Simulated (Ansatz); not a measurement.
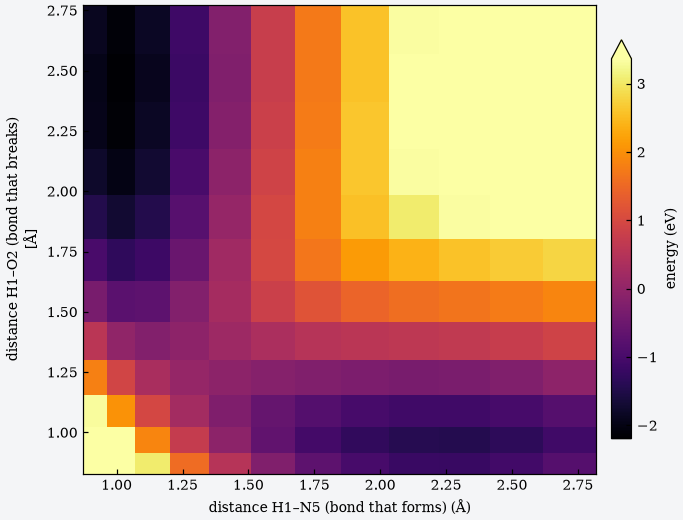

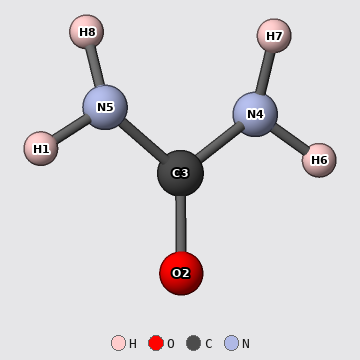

Energy landscape of the reacting system CH4N2O (one molecule; an intramolecular 1,3-shift). The first coordinate is: distance H1–N5 (bond that forms); the second: distance H1–O2 (bond that breaks). Relaxed at each point: all other coordinates. The grid has 12 × 12 points. Points are written as (first, second). Energies are in eV, from a guessed transition structure relaxed with its forming and breaking bonds held. Energies and slopes of some neighbouring points disagree (a jump in structure or state, or too coarse a mesh). The reference is spin-restricted, so regions where a bond is pulled apart into radicals lie too high. The calculation used RKS BHLYP-D4/def2-SVP (Ansatz 0.2.0).

In the figure: one coloured cell a grid point, one colour for all values above the top of the scale. The second picture is the structure at the lowest point.

Summarise what can be read from the map.

The lowest grid point is at (1.008 Å, 2.471 Å), −2.20 eV from a guessed transition structure relaxed with its forming and breaking bonds held. Other grid points that lie below all their neighbours: (2.319 Å, 0.963 Å) (0.75 eV higher). The highest grid point, (0.918 Å, 0.873 Å), lies 9.41 eV above the lowest.

The values on the grid:

```
second ↓, first →  0.918  1.008  1.132  1.273  1.426  1.590  1.762  1.941  2.127  2.319  2.516  2.718
            2.673  −1.87  −2.12  −1.84  −1.12  −0.20   0.78   1.71   2.57   3.33   3.99   4.47   4.93
            2.471  −1.97  −2.20  −1.89  −1.16  −0.22   0.77   1.72   2.58   3.34   4.00   4.54   4.98
            2.274  −1.94  −2.15  −1.85  −1.11  −0.18   0.81   1.76   2.61   3.36   4.00   4.53   4.83
            2.082  −1.77  −1.99  −1.70  −0.99  −0.08   0.89   1.80   2.62   3.33   3.87   4.14   4.30
            1.896  −1.46  −1.72  −1.47  −0.80   0.06   0.97   1.82   2.55   3.04   3.32   3.49   3.61
            1.717  −1.00  −1.31  −1.14  −0.56   0.20   0.99   1.68   2.13   2.40   2.57   2.69   2.80
            1.545  −0.34  −0.75  −0.71  −0.21   0.28   0.81   1.19   1.43   1.57   1.66   1.75   1.87
            1.381   0.57   0.00  −0.20  −0.06   0.16   0.37   0.50   0.58   0.62   0.66   0.75   0.89
            1.228   1.81   0.93   0.33   0.05  −0.08  −0.16  −0.24  −0.30  −0.33  −0.31  −0.23  −0.06
            1.087   3.31   2.03   0.96   0.24  −0.25  −0.60  −0.84  −1.01  −1.10  −1.10  −1.01  −0.81
            0.963   5.21   3.48   1.89   0.73  −0.08  −0.66  −1.05  −1.30  −1.43  −1.44  −1.34  −1.11
            0.873   7.21   5.07   3.05   1.56   0.51  −0.23  −0.71  −1.02  −1.18  −1.20  −1.08  −0.82
```

The input of one point:

```yaml
crystal:
  periodic: [false, false, false]
  atoms:
    - { symbol: H, position_ang: [-1.811605, 0.570616, -0.676107] }
    - { symbol: O, position_ang: [-0.710558, -1.540887, -0.016495] }
    - { symbol: C, position_ang: [-0.224805, -0.441815, 0.000324] }
    - { symbol: "N", position_ang: [1.095965, -0.279708, 0.312031] }
    - { symbol: "N", position_ang: [-0.900827, 0.719518, -0.270676] }
    - { symbol: H, position_ang: [1.551789, -1.102539, 0.66413] }
    - { symbol: H, position_ang: [1.425498, 0.586585, 0.697677] }
    - { symbol: H, position_ang: [-0.425559, 1.48823, -0.710881] }
basis:
  gaussian: { orbitals: def2-SVP }
hamiltonian:
  xc: { name: BHLYP }
  dispersion: d4
output:
  forces: true
relax:
  f_tol: 0.02
  max_steps: 50
  escape_saddle: false
  constraints: [{ distance: [0, 4] }, { distance: [0, 1] }]
scf:
  lower_state_search: "off"
```

The whole map (144 points run) took 35 min on 1 thread of Arm Neoverse V1, with other jobs on the host.
